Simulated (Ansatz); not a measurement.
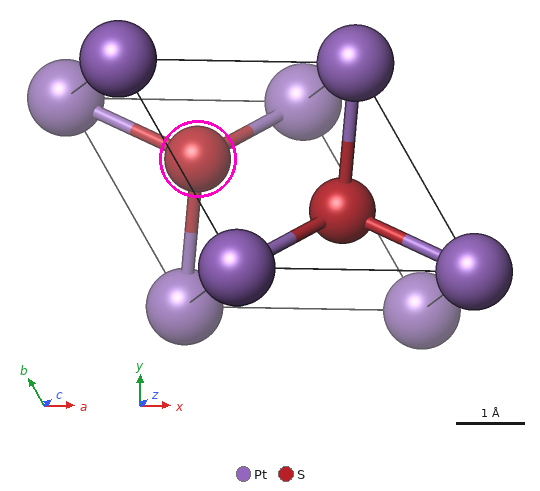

A scan of a crystal of PtS₂ (P-3m1): S2 (one in each cell of 3 atoms) is moved over the plane of the Cartesian directions x and y, all else fixed. The picture shows the reference cell. The ringed atoms are those of the scanned coordinate. The picture is a ball-and-stick view of the cell of the calculation, seen nearly along the normal of the scanned plane.

All numbers below come from DFT PBEsol, scalar-relativistic, plane waves, PAW in Ansatz 0.2.0. Set-up: plane-wave cutoff 420 eV; k-point mesh 12 × 12 × 8; occupations gaussian; smearing width 0.05 eV; no spin polarisation. Energies (free energies at the smearing named) are counted from the cell as listed in its source, which wasn't relaxed.

```
Pt S
1.0
     3.54320    0.00000    0.00000
    -1.77160    3.06850    0.00000
     0.00000    0.00000    5.03880
Pt S
1 2
Direct
  0.00000 0.00000 0.00000
  0.33333 0.66667 0.25000
  0.66667 0.33333 0.75000
```

**What energies does the calculation give on a grid with rows −0.20, −0.10, 0.00, 0.10, 0.20 and columns −0.20, −0.10, 0.00, 0.10, 0.20 (displacement along x (Å); displacement along y (Å))?**

Rows: displacement along x (Å); columns: displacement along y (Å); values in meV/cell.

```
       −0.20  −0.10  0.00  0.10  0.20
−0.20    301    185   171   243   386
−0.10    219     80    43    90   208
 0.00    192     45     0    40   150
 0.10    219     80    43    90   208
 0.20    301    185   171   243   386
```

In pairs of (displacement along x (Å); displacement along y (Å)): the lowest computed point lies at (0.00, 0.00) (0 meV/cell), the highest at (−0.20, 0.20), (0.20, 0.20) (386 meV/cell).  Over the ranges scanned the energy rises by about as much along both axes.

Limits of the set-up: layers or molecules are held without a dispersion correction, so their spacing is unreliable.
